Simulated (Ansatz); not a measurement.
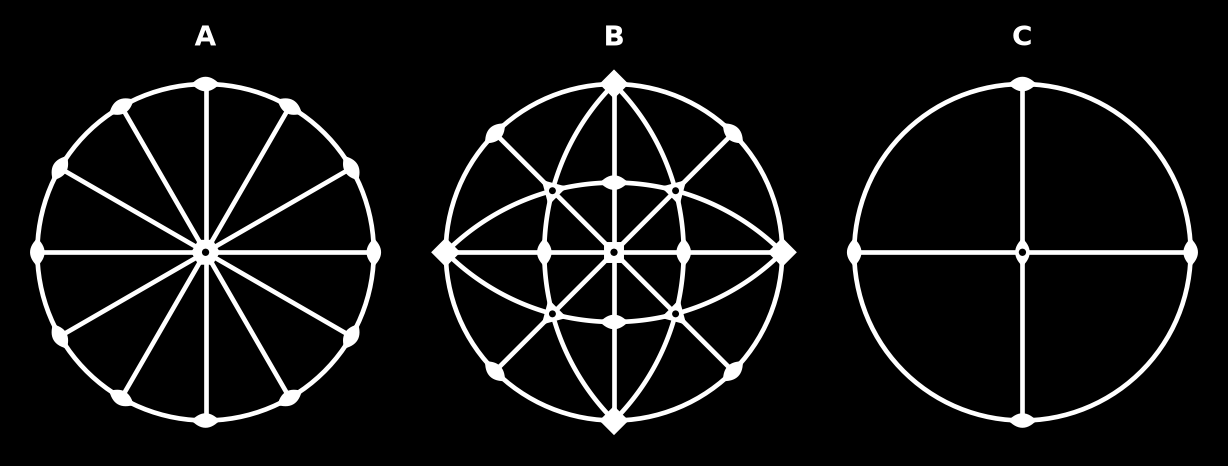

Stereographic projection: heavy lines are mirror planes (a heavy rim: a mirror in the plane of the page); lens, triangle, square and hexagon are 2-, 3-, 4- and 6-fold axes, a lens in an open square is −4, a triangle in an open hexagon −6; thin dashed diameters join the ends of axes that lie in the page; a small open circle marks inversion. Each shows the symmetry elements. The c axis points at the viewer. Computed from the symmetry of the structures below (computed or model cells, partly hypothetical).

Match each stereogram to its crystal.
1. Ti, Fd-3m (No. 227, origin choice 1)
2. Pt, No. 63, Cmcm
3. Si, P6_3/mmc (No. 194)

Answer. A is 3 (point group 6/mmm); B is 1 (point group m-3m); C is 2 (point group mmm).
